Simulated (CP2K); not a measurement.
**Energy of MoS₂ along an even scaling of the cell**

System: MoS₂ (3 atoms in the cell).
Method: Kohn-Sham DFT of a periodic cell, PBE, GTH-PBE with UZH-TZVP basis, no spin polarisation (CP2K 2026.2).

The 6 runs differ only in the geometry, by an even scaling of the cell at fixed fractional positions. The structure derives from an entry of the Crystallography Open Database.

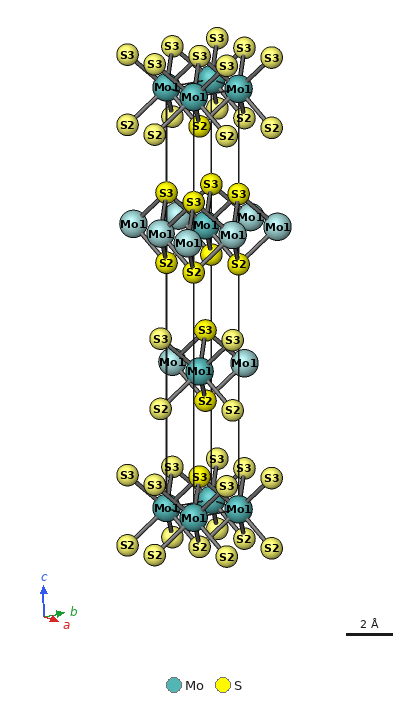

Figure 1. The structure of run 4 (ball-and-stick view of the cell 3 times as large as that of the calculation, set on its symmetry axes, seen slightly off an axis; neighbours outside the cell are drawn fainter; atoms are numbered from 1 in the order of the input).

## Input of run 4
```
&GLOBAL
  PROJECT mos2_eos
  RUN_TYPE ENERGY_FORCE
  PRINT_LEVEL LOW
&END GLOBAL
&FORCE_EVAL
  METHOD QS
  STRESS_TENSOR ANALYTICAL
  &DFT
    BASIS_SET_FILE_NAME BASIS_MOLOPT_UZH
    POTENTIAL_FILE_NAME POTENTIAL_UZH
    WFN_RESTART_FILE_NAME previous-RESTART.kp
    &MGRID
      CUTOFF 450
      REL_CUTOFF 60
      NGRIDS 5
    &END MGRID
    &QS
      METHOD GPW
      EPS_DEFAULT 1.0E-10
    &END QS
    &KPOINTS
      SCHEME MONKHORST-PACK 10 10 10
      GAMMA_CENTERED T
      SYMMETRY T
      SYMMETRY_BACKEND SPGLIB
    &END KPOINTS
    &SCF
      SCF_GUESS RESTART
      EPS_SCF 1.0E-6
      MAX_SCF 100
      ADDED_MOS 15
      CHOLESKY OFF
      EPS_EIGVAL 1.0E-7
      &DIAGONALIZATION ON
        ALGORITHM STANDARD
      &END DIAGONALIZATION
      &MIXING ON
        METHOD BROYDEN_MIXING
        ALPHA 0.4
        BETA 1.5
        NBUFFER 8
      &END MIXING
      &SMEAR ON
        METHOD FERMI_DIRAC
        ELECTRONIC_TEMPERATURE [K] 580.226
      &END SMEAR
    &END SCF
    &XC
      &XC_FUNCTIONAL PBE
      &END XC_FUNCTIONAL
    &END XC
    &PRINT
      &KPOINTS ON
      &END KPOINTS
      &MULLIKEN ON
      &END MULLIKEN
      &MO ON
        ENERGIES T
        OCCUPATION_NUMBERS T
        &EACH
          QS_SCF 0
        &END EACH
        ADD_LAST NUMERIC
      &END MO
    &END PRINT
  &END DFT
  &SUBSYS
    &CELL
      A 6.4573911848 0.0000000000 0.0000000000
      B 5.6739245231 3.0829338979 0.0000000000
      C 5.6739245231 1.4419156725 2.7249514879
      PERIODIC XYZ
    &END CELL
    &COORD
      Mo  0.0000000000 0.0000000000 0.0000000000
      S   7.4247851763 1.8868622709 1.1363047705
      S   4.4513100577 1.1312123926 0.6812378720
    &END COORD
    &KIND Mo
      BASIS_SET TZVP-MOLOPT-PBE-GTH-q14
      POTENTIAL GTH-PBE-q14
    &END KIND
    &KIND S
      BASIS_SET TZVP-MOLOPT-PBE-GTH-q6
      POTENTIAL GTH-PBE-q6
    &END KIND
    &PRINT
      &ATOMIC_COORDINATES ON
      &END ATOMIC_COORDINATES
      &CELL ON
      &END CELL
      &SYMMETRY ON
      &END SYMMETRY
    &END PRINT
  &END SUBSYS
  &PRINT
    &FORCES ON
    &END FORCES
    &STRESS_TENSOR ON
    &END STRESS_TENSOR
  &END PRINT
&END FORCE_EVAL
```

Command:
```bash
OMP_NUM_THREADS=1 cp2k.psmp -i mos2_eos.inp -o mos2_eos.out
```

Run 5 differs from it as follows:
```diff
-      A 6.4573911848 0.0000000000 0.0000000000
-      B 5.6739245231 3.0829338979 0.0000000000
-      C 5.6739245231 1.4419156725 2.7249514879
+      A 6.4993234713 0.0000000000 0.0000000000
+      B 5.7107692213 3.1029535101 0.0000000000
+      C 5.7107692213 1.4512790236 2.7426464739
-      S   7.4247851763 1.8868622709 1.1363047705
-      S   4.4513100577 1.1312123926 0.6812378720
+      S   7.4729994181 1.8991149666 1.1436835796
+      S   4.4802154785 1.1385581334 0.6856616185
```

## Results, with one run withheld

```tsv
run	volume per atom (Å³)	free energy per atom, from the lowest run given (meV)	pressure (GPa)	gap on the mesh (eV)
1	16.664	98.46	18.87	0.90
2	17.019	61.67	14.45	0.93
3	17.373	34.16	10.47	0.95
4	18.083	3.44	3.65	0.98
5	18.437	?	?	?
6	18.792	0.00	−1.90	1.00
```

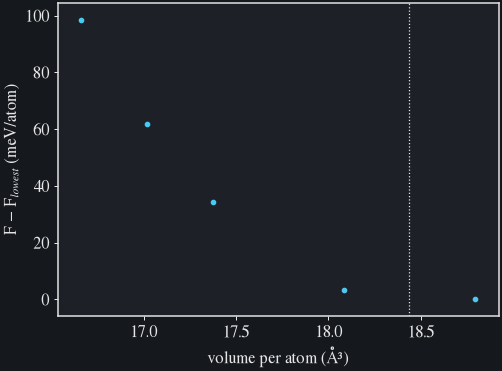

Figure 2. Free energy per atom of the runs given; the dotted line marks run 5.

Fit the runs given and predict run 5.

A cubic polynomial in V^(−2/3) (the Birch–Murnaghan form), fitted to the 5 runs given, misses them by at most 0.03 meV per atom. With x = V^(−2/3) − 0.14802 Å⁻², it reads F = 23.117 + 9481.8 x + 9.1634e+05 x² + 1.0901e+06 x³ (meV per atom). At run 5 it gives −1.35 meV per atom, and the run itself gives −1.35. The slope of the fit gives a pressure −dF/dV of 0.73 GPa there, and the run prints 0.73 GPa. The fit has its minimum at 18.532 Å³ per atom, where V d²F/dV² gives 141 GPa. Cell shape and fractional positions are held, so this is the stiffness under even scaling; the relaxed bulk modulus wasn't computed and can be far lower in a crystal of layers, chains or molecules like this one. The gap on the mesh goes, without turning, from 0.90 eV in run 1 to 1.00 eV in run 6; run 5 has 0.99 eV. These are gaps of this functional on this mesh, which can miss the band edges; they aren't the measured gap.

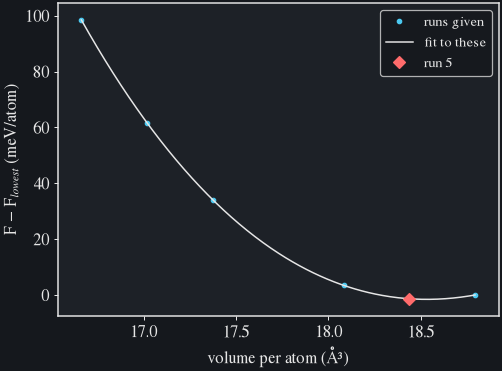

Figure 3. The fit and the withheld run.

## Some lines of the output (run 5)
```
[...]
 CELL| Volume [angstrom^3]:                                            55.311222
 CELL_REF| Volume [angstrom^3]:                                        55.311222
                        Smear method:                                FERMI_DIRAC
  Step     Update method      Time    Convergence         Total energy    Change
  Fermi energy:                                                 0.32552711068594
  Total energy:                                               -88.34323826684950
  Total energy (extrapolated to T->0):                        -88.34323824977724
 MO| E(Fermi):            0.325527 a.u.          8.858043 eV
 MO| Band gap:            0.109534 a.u.          2.980571 eV
 MO| Band gap:            0.107100 a.u.          2.914353 eV
 MO| Band gap:            0.105605 a.u.          2.873670 eV
 MO| Band gap:            0.111346 a.u.          3.029882 eV
 MO| Band gap:            0.104052 a.u.          2.831403 eV
```
